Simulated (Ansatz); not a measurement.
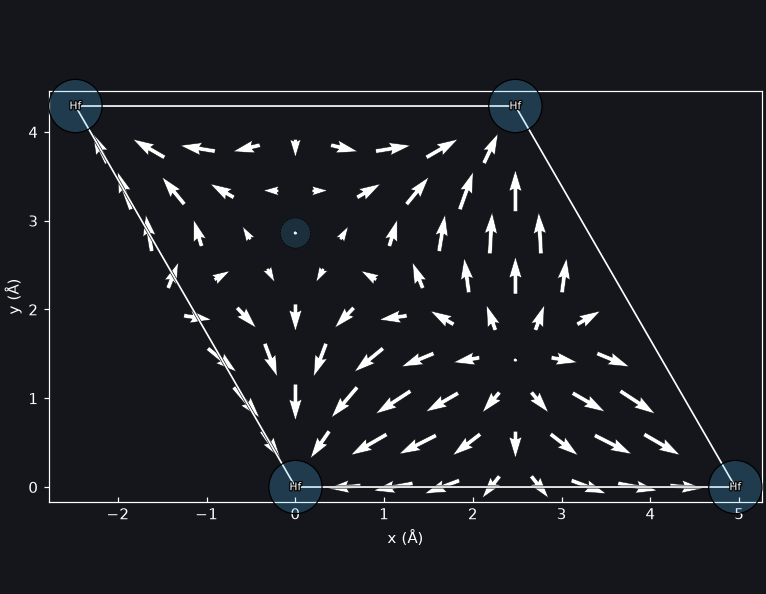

H on a Hf(111) slab cut from the Im-3m phase, its upper half relaxed before the scan (5 atoms of substrate and one adsorbate in a 1 × 1 cell). H is moved over the surface cell at a fixed height above a rigid substrate; the origin of the map has the adsorbate above Hf5; the height is held at 3.30 Å. Places are given modulo a cell vector. The map is drawn in real space over the plane of the surface. Grid: 9 × 9 points; 19 points were computed and 62 follow by symmetry. The runs have no spin polarisation, so an open-shell adsorbate far from the surface lies too high. With one adsorbate in each 1 × 1 cell, its nearest image is 5.0 Å away, so neighbouring adsorbates interact. At a fixed height the lowest place need not be the adsorption site. All numbers below come from Ansatz, DFT PBE+D3(BJ), scalar-relativistic, plane waves, PAW. Settings: cutoff 420 eV, k-mesh 6×6×1, gaussian smearing 0.1 eV, no spin polarisation.

Drawn: arrows along the force (downhill), their lengths compressed, labelled circles for the atoms of the top layer and small ones for the second layer, the outline of one cell of the plane.

> The arrows alone are given. Where is the energy lowest?

The arrows converge at the top site over a surface Hf atom, (0/9, 0/9) of the cell vectors (read from the interpolated surface).

The energy map of the same scan:

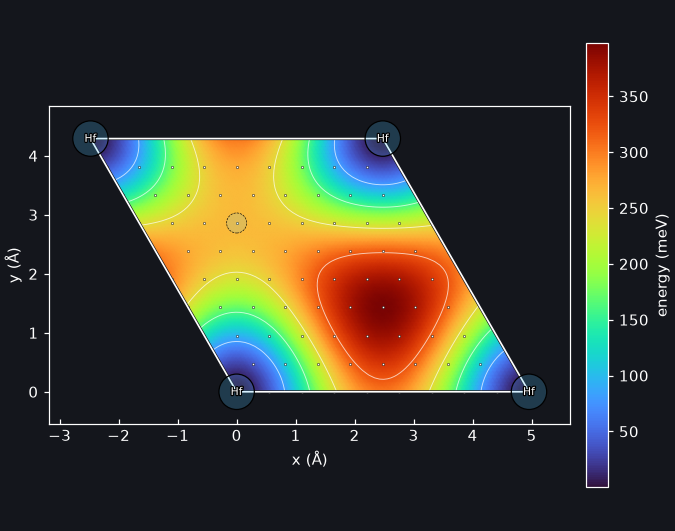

Energies are in meV, from the lowest grid point; between grid points the surface is interpolated.
